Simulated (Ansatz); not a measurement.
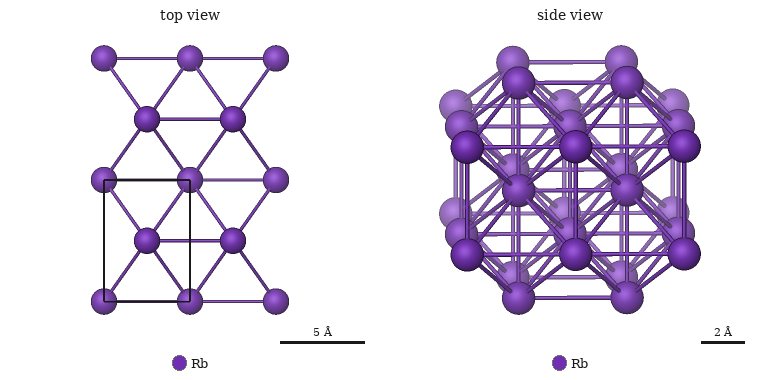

Rb(110) (Fm-3m bulk, the cell from a database of computed structures, not from a measurement, 5 atomic planes (those closer than 0.6 Å count as one), 10 Å), seen from above and from the side.

Method: DFT PBE, scalar-relativistic, plane waves, PAW in Ansatz 0.2.0. Cutoff 420 eV, 17 × 12 k-points, Gaussian smearing 0.1 eV, dipole correction. The slab is a cut without reconstruction beyond its cell, at the source's lattice constants, with its lower half held fixed and the rest relaxed. This isn't the element's usual bcc form. No spin polarisation. The run warns that the functional's potential is rough in the thin density of the vacuum, where the tip is; weak contrasts and barriers may feel it.

The STM signal is simulated in the Tersoff–Hamann approximation. Bias windows are sharp sums over the levels of the k mesh.

Input file:

```yaml
crystal:
  lattice:
    - [5.14757427, 0.0, 0.0]
    - [0.0, 7.27976934, 0.0]
    - [0.0, 0.0, 27.2951484817]
  atoms:
    - { symbol: Rb, position: [0.5, 0.5, 0.3114106525] }
    - { symbol: Rb, position: [0.0, 0.0, 0.4057053211] }
    - { symbol: Rb, position: [0.5, 0.5, 0.5] }
    - { symbol: Rb, position: [0.0, 0.0, 0.5942946789] }
    - { symbol: Rb, position: [0.5, 0.5, 0.6885893475] }
basis:
  ecutwfc: 420.0
  fft_grid_basis: typed
kpoints:
  mp_grid: { grid: [17, 12, 1] }
hamiltonian:
  xc: pbe
  pseudopotentials: { kind: paw }
scf:
  occupations: { method: gaussian, width: 0.1 }
output:
  forces: true
  eigenvalues: true
  band_densities:
    - { e_range: [-2.0, -1.0] }
    - { e_range: [-1.0, -0.5] }
    - { e_range: [-0.5, -0.25] }
    - { e_range: [-0.25, 0.0] }
    - { e_range: [0.0, 0.25] }
    - { e_range: [0.25, 0.5] }
    - { e_range: [0.5, 1.0] }
  band_residual_tolerance: 1.0e-05
  write_potential: true
  elf: true
  write_density: true
  volumetric_format: npy
efield:
  axis: 3
  dipole_correction: true
  ramp_width: 0.04
checkpoint:
  read: start.run
  write: ck
  compress: false
  write_wavefunctions: false
  write_every: 100000
```

Launched as:

```sh
ansatz run input.yaml --threads 1 --pin off --max-ram 2211MiB --backend cpu --events-out ev --progress --plain --runs-dir out
```

This last single point, started from the relaxation's saved density, took 8.6 min on 1 thread of Arm Neoverse V1 (shared host), peak memory 1.8 GiB.

**Describe the constant-current image at a set point of 1.8 × 10⁻⁴ e/Å³ at a sample bias of −1.00 V.**

The brightest spots lie over the top Rb atoms; the darkest points are over the sites above the Rb atoms 2.6 Å below the top plane. The corrugation is 83 pm at a mean tip height of 3.9 Å.

**What does a constant-current image at a set point of 2.7 × 10⁻⁴ e/Å³ show at +0.50 V?**

The brightest spots lie over the top Rb atoms; the darkest points are over the sites above the Rb atoms 2.6 Å below the top plane. The corrugation is 96 pm at a mean tip height of 3.9 Å.

The computed images, with the atoms seen from above drawn over one corner (deeper ones smaller):

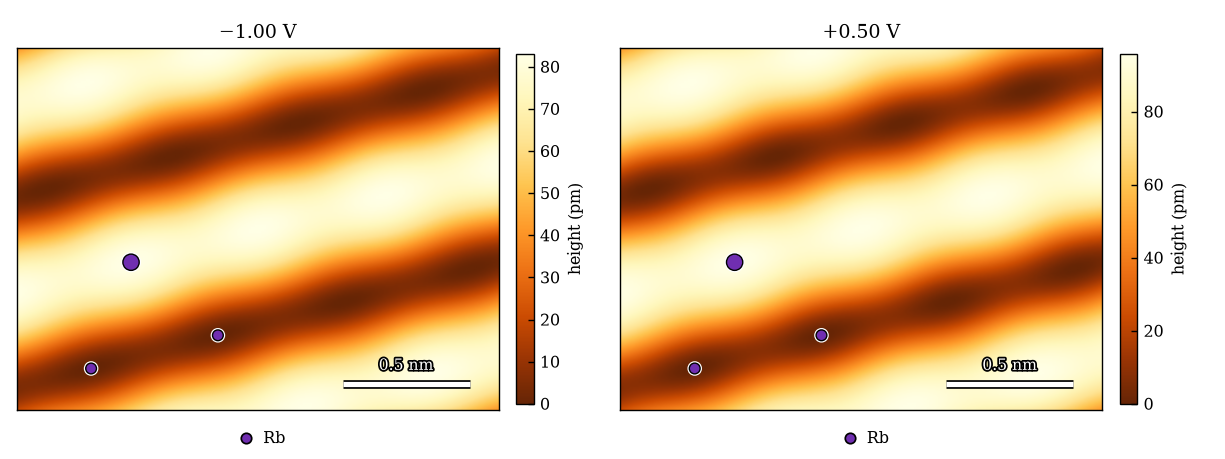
